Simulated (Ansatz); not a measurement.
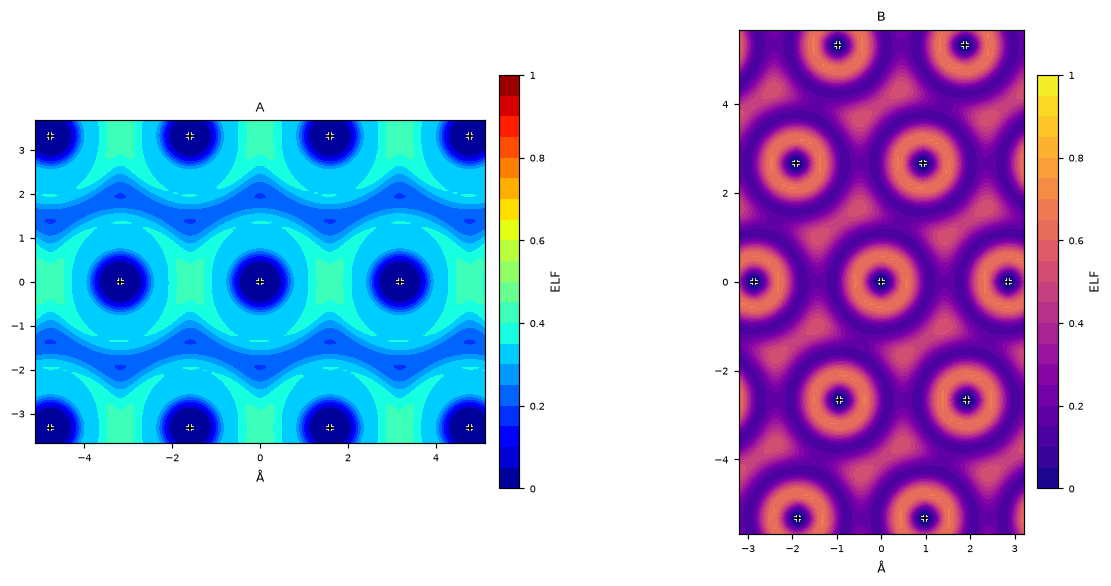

The ELF of 2 systems, each on a plane through atoms (crosses mark nuclei in the plane).

Method: DFT PBEsol, scalar-relativistic, plane waves, PAW (Ansatz).

System 1: Sn, the (101̄) plane of the conventional cell. Space group I4/mmm; computed pressure about −4 GPa in this cell.

```yaml
crystal:
  lattice:
    - [3.18150, 0.00000, 0.00000]
    - [0.00000, 3.18150, 0.00000]
    - [0.00000, 0.00000, 5.83130]
  atoms:
    - { symbol: Sn, position: [0.00000, 0.00000, 0.00000] }
    - { symbol: Sn, position: [0.50000, 0.50000, 0.50000] }
```

System 2: Ti, the (111) plane of the conventional cell. Space group Fmmm; changed on purpose from its base cell (strain -0.0200 x Voigt [0, 0, 0, 0, 1, 0], atoms carried along); computed pressure about −7 GPa in this cell; computed without spin polarisation.

```yaml
crystal:
  lattice:
    - [0.00000, 3.28200, 0.00000]
    - [3.24918, 0.00000, 3.24918]
    - [3.31482, 0.00000, -3.31482]
  atoms:
    - { symbol: Ti, position: [0.00000, 0.00000, 0.00000] }
    - { symbol: Ti, position: [0.50000, 0.00000, 0.50000] }
    - { symbol: Ti, position: [0.00000, 0.50000, 0.50000] }
    - { symbol: Ti, position: [0.50000, 0.50000, 0.00000] }
```

**Which map belongs to which system?**

Panel A is system 1, Sn: the plane holds Sn. Sn–Sn (3.18 Å): the ELF is about 0.45 at the midpoint. Panel B is system 2, Ti: the plane holds Ti. Ti–Ti (2.82 Å): the ELF is about 0.15 at the midpoint (no shared electron pair shows on this line).
